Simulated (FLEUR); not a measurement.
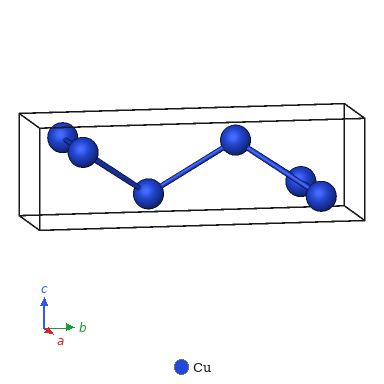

System: Cu, space group Cmcm (No. 63). The picture shows the conventional cell.

Structure:
```
CELL_PARAMETERS angstrom
1.21846 -3.97638 0.00000
1.21846 3.97638 0.00000
0.00000 0.00000 2.47550
ATOMIC_POSITIONS crystal
Cu 0.86613 0.13387 0.75000
Cu 0.13387 0.86613 0.25000
```

How it was computed, with FLEUR MaX-R8.1 (later development tree): all-electron LAPW DFT, no spin polarisation; energies at scaled volumes of the given cell, shape and fractions fixed, counted from the fit's minimum, third-order Birch-Murnaghan fit. Level: SCAN.

- k mesh: 11×11×11
- occupations: Fermi–Dirac
- smearing width: 0.05 eV
- potentials: all electron
- program settings: basis FLAPW, kmax 4.73 1/bohr

Describe the result: the energy against volume. The volume takes the values 11.27, 11.51, 11.99, 12.47, 12.71 Å³/atom.

A third-order Birch–Murnaghan fit gives V0 = 11.83 Å³/atom, B0 = 154 GPa and B′ = 5.1. The energy is 13.61 meV/atom at volume 11.27 Å³/atom and 27.55 meV/atom at 12.71 Å³/atom; the lowest computed point is at volume 11.99 Å³/atom (1.10 meV/atom), and no other minimum shows among the points.

| volume (Å³/atom) | energy (meV/atom) |
| --- | --- |
| 11.27 | 13.61 |
| 11.51 | 4.18 |
| 11.99 | 1.10 |
| 12.47 | 15.26 |
| 12.71 | 27.55 |

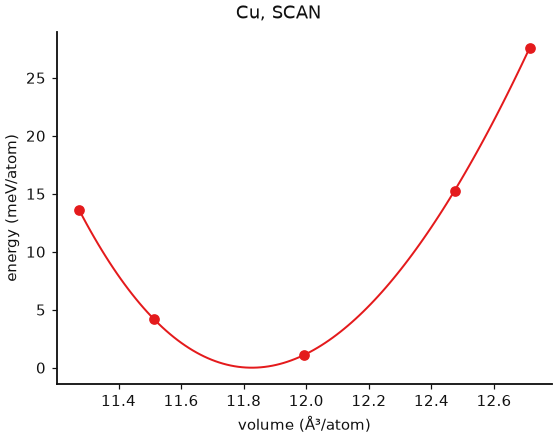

Limits of the calculation: shape and atomic fractions are frozen while scaling, which makes layered, chain and framework solids too stiff.
